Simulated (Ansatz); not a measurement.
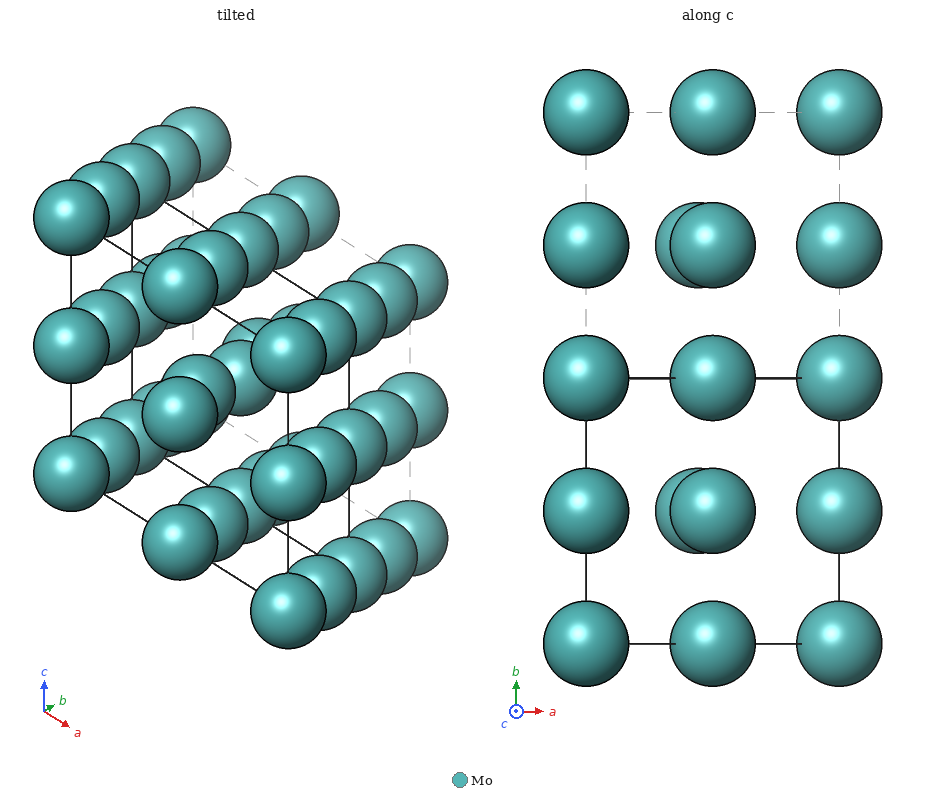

Structure drawing (spheres-only), viewed slightly off an axis and along the c axis. 1×2×1 cells are drawn; the solid outline is the conventional unit cell. Cell: a = 5.485 Å, b = 4.984 Å, c = 5.485 Å, α = 90.00°, β = 120.00°, γ = 90.00°.

The element is molybdenum. Space group: Pm (No. 6). Lattice: primitive monoclinic. The cell holds eight atoms.

Source of the structure: a structure listed in the Materials Project. The cell was then strained or its atoms displaced on purpose. Ansatz was used for an electronic-structure calculation on it.

At this level of theory the run's own cell isn't at rest (forces up to 2.5 eV/Å), so its distances can differ from those at equilibrium, the more so the softer the solid.
